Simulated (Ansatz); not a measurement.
The calculation's input:

```
crystal:
  lattice:
    - [3.02487823, 0.0, 0.0]
    - [0.0, 3.02487823, 0.0]
    - [0.0, 0.0, 1.9964196318]
  atoms:
    - { symbol: Be, position: [0.0, 0.0, 0.0] }
    - { symbol: Be, position: [0.5, 0.5, 0.5] }
    - { symbol: H, position: [0.305, 0.305, 0.0] }
    - { symbol: H, position: [0.195, 0.805, 0.5] }
    - { symbol: H, position: [0.805, 0.195, 0.5] }
    - { symbol: H, position: [0.695, 0.695, 0.0] }
kpoints:
  mp_grid: { grid: [8, 8, 10] }
hamiltonian:
  xc: pbesol
scf:
  occupations: { method: fermi_dirac, width: 0.03 }
relax:
  f_tol: 0.01
  cell: {}
  max_steps: 120
output:
  write_density: true
  write_potential: true
  elf: true
  volumetric_format: npy
```

Run with:

```sh
ansatz run input.yaml --threads 2 --pin off --max-ram 2211MiB --backend cpu --events-out ev --progress --plain --runs-dir out
```

Below, planes, directions and counts refer to the conventional cell (a = 3.81 Å, b = 3.81 Å, c = 2.30 Å, α = 90.00°, β = 90.00°, γ = 90.00°).

The fields are those of the relaxed geometry.

Space group P4₂/mnm; started from the rutile prototype, which need not be the ambient phase.

All numbers below come from DFT, PBEsol, plane waves, PAW (Ansatz 0.2.0).

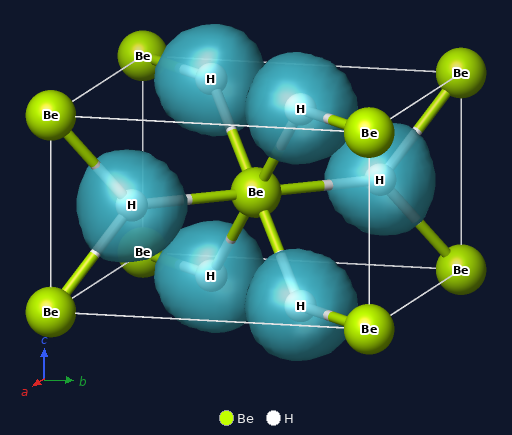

BeH2. Isosurface of the ELF at 0.9 (cyan), seen slightly off an axis. Core shells and regions of very low density are left out. Sticks mark near contacts.

Where are the electrons localised?

Answer. At this value the surface marks out four regions around hydrogen nuclei, counted in one cell of 6 atoms. Regions shared between cells count once. Along the contacts the grid gives the following. Be–H (1.57 Å): the ELF climbs to about 1 towards the hydrogen. Be–H (1.63 Å): the ELF climbs to about 1 towards the hydrogen.
